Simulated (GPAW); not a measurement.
# LiF (Fm-3m): refractive index against wavelength

The refractive index of LiF (Fm-3m) below the direct gap (8.80 eV on the mesh) is read from one computed spectrum, n = √(Re ε).

The structure is cubic, space group Fm-3m (No. 225). Conventional cell: a = 4.028 Å, b = 4.028 Å, c = 4.028 Å, α = 90.00°, β = 90.00°, γ = 90.00°. Around F on site b lie 6 Li at 2.01 Å. Around Li on site a lie 6 F at 2.01 Å.

Method: GPAW 26.7.0, LDA, RPA, k-mesh 15×15×15, local fields up to 50 eV, Lorentzian half width 0.15 eV.

Launch of the response step: `OMP_NUM_THREADS=1 python df.py`. The run took 23 s, its band step included, on 1 thread of Arm Neoverse V1, on a shared host.

| wavelength (nm) | photon energy E (eV) | n |
| --- | --- | --- |
| 532 | 2.331 | 1.4199 |
| 450 | 2.755 | 1.4239 |
| 405 | 3.061 | 1.4273 |
| 365 | 3.397 | 1.4315 |
| 308 | 4.025 | 1.4410 |
| 266 | 4.661 | 1.4532 |
| 248 | 4.999 | ? |

In the single-oscillator model n² − 1 = E₀E_d/(E₀² − E²), so 1/(n² − 1) = E₀/E_d − E²/(E₀E_d) is linear in E².

Working, on the rows shown:

| x = E² (eV²) | y = 1/(n² − 1) |
| --- | --- |
| 5.43137 | 0.98414 |
| 7.59115 | 0.973244 |
| 9.37179 | 0.964148 |
| 11.5384 | 0.953114 |
| 16.2043 | 0.928953 |
| 21.7255 | 0.89945 |

Means: x̄ = 11.977, ȳ = 0.95051. Σ(x − x̄)(y − ȳ) = -0.9454, Σ(x − x̄)² = 182. Slope = -0.9454 / 182 = -0.005196; intercept = ȳ − slope · x̄ = 1.0127. Turned back into n, the line misses the rows shown by at most 0.00017.

Problem. Fill in the last column of the withheld row.

Solution. At x = 24.994 the line gives y = 0.88288, that is 1.4604. The run gave 1.4609, so the extrapolation is off by 0.00054, 1.3 % of the range in the table.

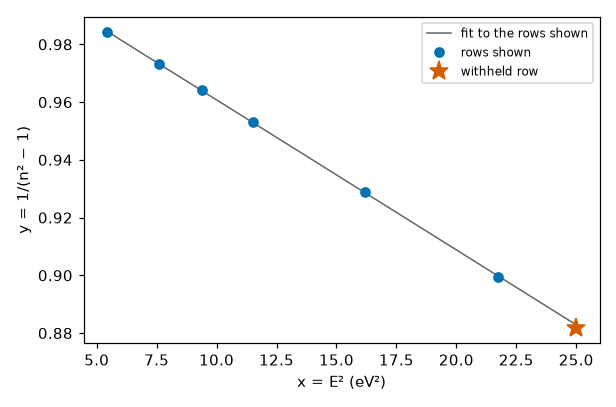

Refitted with all rows, the slope is -0.005237 and the intercept 1.0131. These give E₀ = √(intercept/−slope) = 13.91 eV and E_d = E₀/intercept = 13.7 eV; E₀ is 1.6 times the direct gap. The electronic limit at long wavelengths, without lattice vibrations, is n = √(1 + 1/intercept) = 1.410. Excitons are left out; LDA gaps are as a rule too small. The values come from a sum over the points of one k-mesh and carry its error, which grows as the direct gap shrinks. This version of GPAW has incomplete matrix elements in the optical limit, which can lower ε − 1 by up to a tenth where first-row anions or d states rule. The local-field cutoff holds few shells of reciprocal vectors for this small cell, so ε∞ can read a few per cent high.
